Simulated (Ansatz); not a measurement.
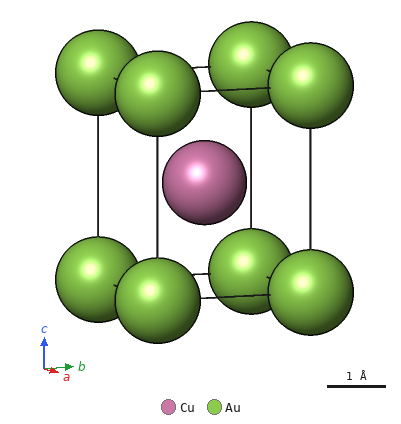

A spheres-only rendering, viewed slightly off an axis. One conventional unit cell is framed, with atoms on its boundary repeated. Cell: a = 2.87 Å, b = 2.87 Å, c = 3.65 Å, α = 90.00°, β = 90.00°, γ = 90.00°.

It goes back to a structure type filled with these elements by a generator (whether the compound takes this form wasn't checked). Earlier steps of the study, as a rule a relaxation of our own, may have changed the cell and positions, so they can lie some per cent off the listed ones. An electronic-structure calculation with Ansatz was run on it.

Q: What can be read from this drawing?

A: Chemical formula CuAu. It is primitive tetragonal, space group P4/mmm (No. 123). In terms of structure types, this is CuAu (L1₀) type. Content of the cell: 1 Cu, 1 Au (Z = 1). Cu is coordinated by eight Au and four Cu in a cuboctahedral arrangement (about 2.7 Å to Au, 2.9 Å to Cu). Au is linked to eight Cu and four Au in a cuboctahedral arrangement (about 2.7 Å to Cu, 2.9 Å to Au).

Run with DFT PBE, scalar-relativistic, plane waves, PAW (Ansatz 0.2.0) and these settings: plane-wave cutoff 420 eV, an 18×18×18 grid in reciprocal space, Gaussian smearing of 0.1 eV, no spin polarisation.

Q: What does the calculation say: metal or gapped?

A: A metal: bands cross the Fermi level.

Q: What net charge does each kind of atom have (Bader)?

A: Cu +0.33 e; Au -0.33 e.

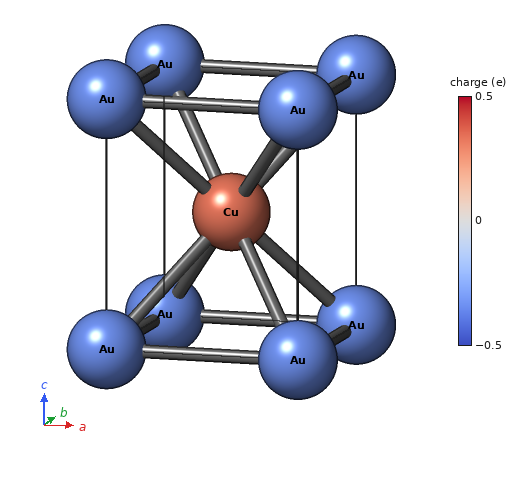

The atoms coloured by those charges. The run's cell of 2 atoms is drawn.

Q: Do the forces and the stress vanish for this geometry?

A: Yes. All forces vanish to within 0.01 eV/Å. The pressure is 0.0 GPa, close to zero.
